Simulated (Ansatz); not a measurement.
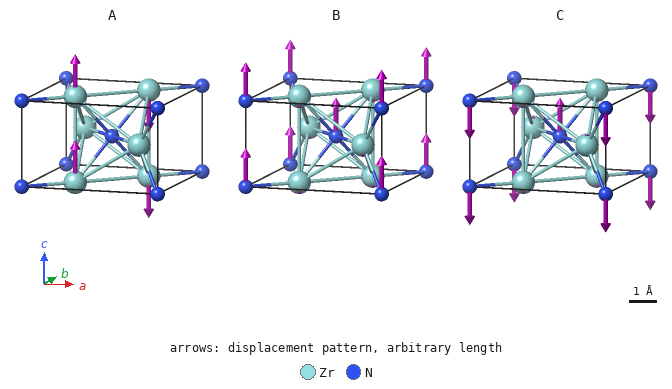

Modes of crystalline Zr2N at 1.02 times its rest volume, space group P4₂/mnm (No. 136), at the zone centre (one member of each degenerate set). The purple arrows are the displacements of the atoms (eigenvector over the root of the mass), of arbitrary overall length and sign. A ball-and-stick model of the cell of the calculation, seen slightly off an axis.

These are results of DFT LDA, scalar-relativistic, plane waves, PAW in Ansatz, not measurements.

The frequencies depend somewhat on the k-mesh and the smearing.

Which are infrared-active and which Raman-active?

A is E_g, Raman-active by symmetry (172 cm⁻¹). B is A₂u, infrared-active by symmetry (540 cm⁻¹). C is B₁u, silent by symmetry (neither infrared- nor Raman-active) (517 cm⁻¹). The crystal has a centre of inversion, so no mode is both. In a metal the free carriers screen the infrared response.
